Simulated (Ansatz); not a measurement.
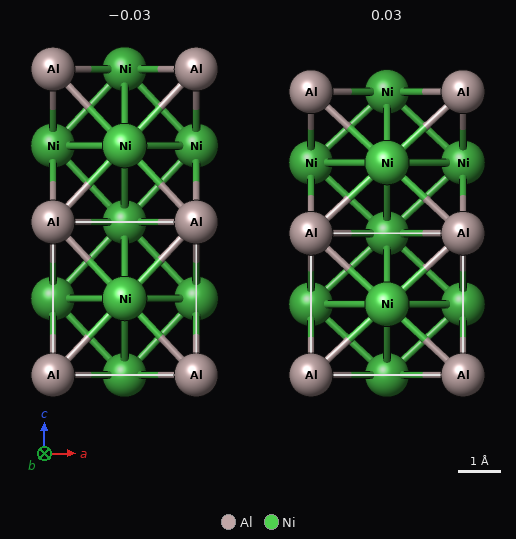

Solid AlNi3 (set up in Pm-3m), under biaxial strain in the a–b plane (c relaxed, atoms fixed by symmetry), with energies (extrapolated to zero smearing) counted from the relaxed crystal, which is the row at zero. The picture shows the first and the last member. Style: ball-and-stick. Shown: the cell of the calculation, repeated 1 × 1 × 2 with one cell outlined, along the b axis.

Computed with Ansatz 0.2.0: DFT PBEsol, scalar-relativistic, plane waves, PAW. Set-up: plane-wave cutoff 420 eV; k-point mesh 14 × 14 × 14; occupations gaussian; smearing width 0.1 eV; collinear spin; force threshold 0.008 eV/Å.

```tsv
strain	energy (meV/atom)	a (Å)	c (Å)
−0.03	16.49	3.414	3.646
−0.02	7.04	3.449	3.605
−0.01	1.69	3.484	3.562
0.0	0.00	3.519	3.519
0.01	1.51	3.554	3.475
0.02	?	?	?
0.03	11.94	3.625	3.377
```

**One row is withheld. What does the calculation give there?**

A parabola through three neighbouring rows (0.0, 0.01, 0.03) gives, with Lagrange weights, (−0.3333)(0.00) + (1.0000)(1.51) + (0.3333)(11.94) = 5.49 meV/atom. The calculation gives 5.76 meV/atom (a = 3.589 Å, c = 3.428 Å). The estimate is 0.27 meV/atom too low. From the first member to the last: Al–Ni 2.414 → 2.563 Å, Ni–Ni 2.414 → 2.563 Å, Al–Ni 2.497 → 2.477 Å.

The whole series:

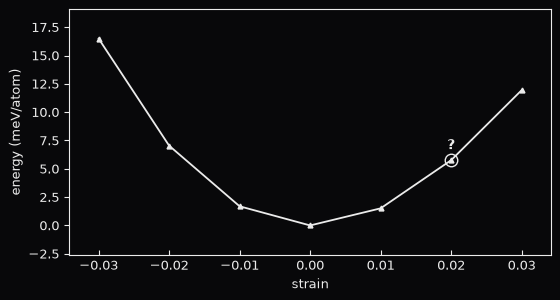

The cells carry a magnetic moment (0.6 to 0.6 μB per cell in all, first to last member); only the order that this cell allows was tried.
